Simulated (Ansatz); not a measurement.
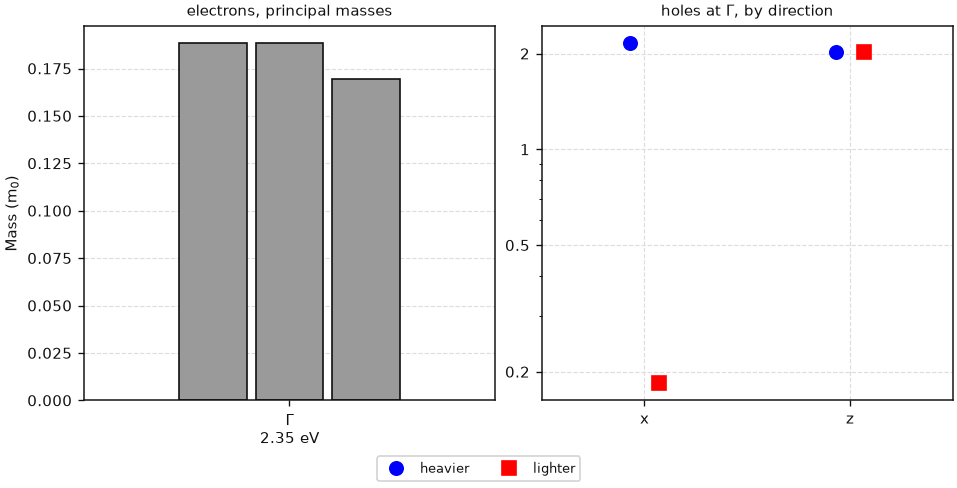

Effective masses at the band extrema of wurtzite GaN, space group P6_3mc (No. 186), 4 atoms in the cell, in a cell relaxed beforehand (a = 3.183 Å, c = 5.184 Å (hexagonal axes)), in units of the free-electron mass, from finite differences of the levels. Left, the three principal masses of each conduction valley, with its energy above the valence top; right, the masses of the bands that meet at the valence top.

Level of theory: r2SCAN, Ansatz PAW set, no spin polarisation, no spin-orbit coupling, 8×8×4 k mesh, 500 eV cutoff; code Ansatz.

### What are the masses of the lowest valley?

It lies at Γ, 2.35 eV above the valence top, with one mass of 0.17 and two of 0.188. Its 1 equivalent valley gives a density-of-states mass N^(2/3) (m1 m2 m3)^(1/3) = 0.182.

### How do the hole masses depend on direction?

Along x (in the plane) 2.16 and 0.184; along z (along c) 2.03 and 2.03.

Not shown: a further valence band at Γ, 0.036 eV under the top. Spin-orbit coupling would mix bands so close.

The PAW data sets were made with another functional. LDA, GGA and most meta-GGA functionals understate gaps. Without spin-orbit coupling the bands that meet at the top aren't the heavy and light holes of experiment. An understated gap makes light masses too light.
